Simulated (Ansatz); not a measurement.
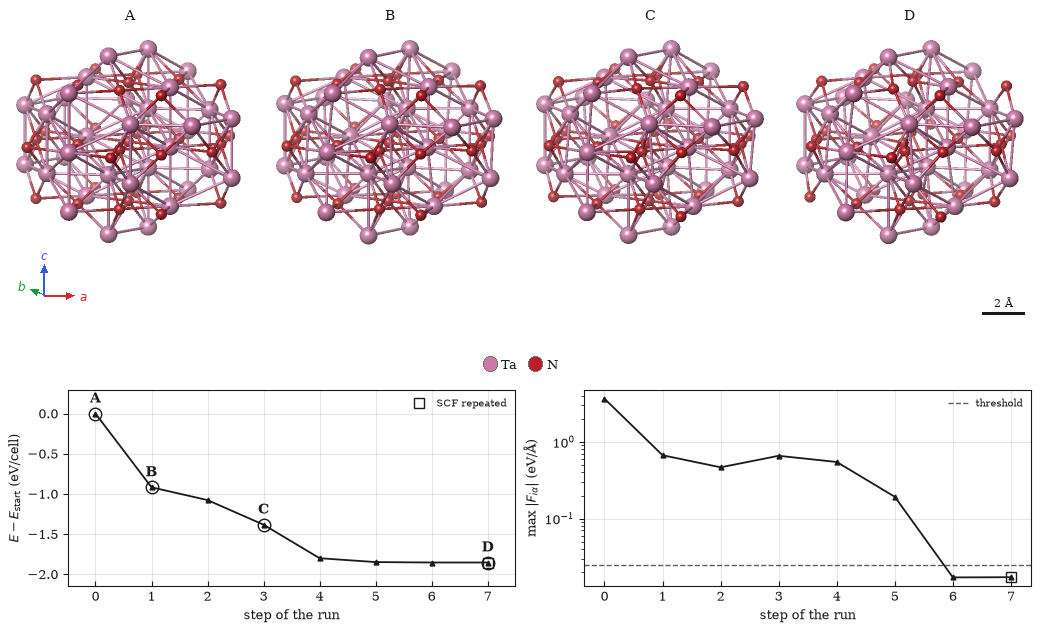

Frames of a relaxation of a defect cell of composition Ta8N9, marked on the history of the run. The picture is a ball-and-stick view of the atoms within 5.8 Å of the atom that moves most (axes of the conventional cell (3 times the calculation's cell)), seen slightly off an axis. Lengths and directions refer to the drawn axes.

Case: Ta vacancy (site d), charge +0, atoms relaxed at the host's cell.

All numbers below come from DFT PBE, scalar-relativistic, plane waves, PAW in Ansatz 0.2.0.

Input file:
```yaml
crystal:
  lattice:
    - [-5.2635610262, 0.0, 2.9218011651]
    - [2.6317805131, -4.5583775631, 2.9218011651]
    - [2.6317805131, 4.5583775631, 2.9218011651]
  atoms:
    - { symbol: Ta, position: [0.3333333333, 0.3333333333, 0.3333333333] }
    - { symbol: Ta, position: [0.6666666667, 0.6666666667, 0.6666666667] }
    - { symbol: Ta, position: [0.0, 1.0, 0.0] }
    - { symbol: Ta, position: [0.5, 0.1666666667, 0.8333333333] }
    - { symbol: Ta, position: [0.8333333333, 0.5, 0.1666666667] }
    - { symbol: Ta, position: [0.8333333333, 0.1666666667, 0.5] }
    - { symbol: Ta, position: [0.1666666667, 0.5, 0.8333333333] }
    - { symbol: Ta, position: [0.5, 0.8333333333, 0.1666666667] }
    - { symbol: "N", position: [0.0, 0.5, 0.5] }
    - { symbol: "N", position: [0.3333333333, 0.8333333333, 0.8333333333] }
    - { symbol: "N", position: [0.6666666667, 0.1666666667, 0.1666666667] }
    - { symbol: "N", position: [0.8333333333, 0.8333333333, 0.3333333333] }
    - { symbol: "N", position: [0.1666666667, 0.1666666667, 0.6666666667] }
    - { symbol: "N", position: [0.5, 0.5, 0.0] }
    - { symbol: "N", position: [0.1666666667, 0.6666666667, 0.1666666667] }
    - { symbol: "N", position: [0.5, 1.0, 0.5] }
    - { symbol: "N", position: [0.8333333333, 0.3333333333, 0.8333333333] }
basis:
  ecutwfc: 420
  xc_grid: 2
kpoints:
  mp_grid: { grid: [5, 5, 5], shift: [0.0, 0.0, 0.0] }
hamiltonian:
  xc: pbe
scf:
  occupations: { method: gaussian, width: 0.1 }
output:
  forces: true
  stress: false
  eigenvalues: true
  write_density: true
  write_potential: true
  elf: true
  volumetric_format: npy
relax:
  adjacent_minimum: "off"
  f_tol: 0.025
  max_steps: 45
```

Run as
```bash
ansatz run input.yaml --threads 4 --pin off --max-ram 10240MiB --backend cpu --events-out ev --progress --plain --runs-dir out
```

> Describe the path.

After 6 accepted moves (7 points after the start) the energy has fallen by 1.853 eV per cell of the calculation. The largest force component goes from 3.7 to 0.017 eV/Å. 1 step only repeated the SCF at the same geometry. The largest moves, 0.32 Å, are those of N9, N10, N12, N13, N15 and N16. N9 goes along [−3 2 −1]. By element the largest moves are N 0.32 Å, Ta 0.24 Å. The cell doesn't change. Among the contacts that change: Ta1–N13 2.632 → 2.127 Å, Ta1–N15 2.632 → 2.947 Å, Ta1–Ta6 3.372 → 3.096 Å, Ta1–Ta6 (another image) 3.372 → 3.623 Å. Among the angles between lasting bonds that change: Ta4–N16–Ta8 180.0° → 161.8°, Ta2–N16–Ta4 90.0° → 103.2°, Ta4–N16–Ta6 92.3° → 97.3°. Cost: 67 s on 4 threads of Intel(R) Xeon(R) CPU @ 2.60GHz (Ice Lake), on a shared host, peak memory 0.92 GiB. From step 0 to 1: Ta atoms move most (0.20 Å), energy −0.917 eV per cell of the calculation. From step 1 to 3: N atoms move most (0.17 Å), energy −0.465 eV per cell of the calculation. From step 3 to 7: N atoms move most (0.18 Å), energy −0.470 eV per cell of the calculation.

| step | E − E(0), meV/atom | largest force component, eV/Å | note |
| --- | --- | --- | --- |
| 0 | 0.00 | 3.6726 |  |
| 1 | -53.96 | 0.6711 |  |
| 2 | -63.31 | 0.4668 |  |
| 3 | -81.32 | 0.6596 |  |
| 4 | -105.85 | 0.5479 |  |
| 5 | -108.67 | 0.1924 |  |
| 6 | -108.99 | 0.0171 |  |
| 7 | -108.99 | 0.0172 | same geometry, SCF repeated |

Limits of the set-up: the cell has an odd number of electrons but was run without spin polarisation; the periodic images lie only 6.0 Å apart, so the values are limited by the cell's size.
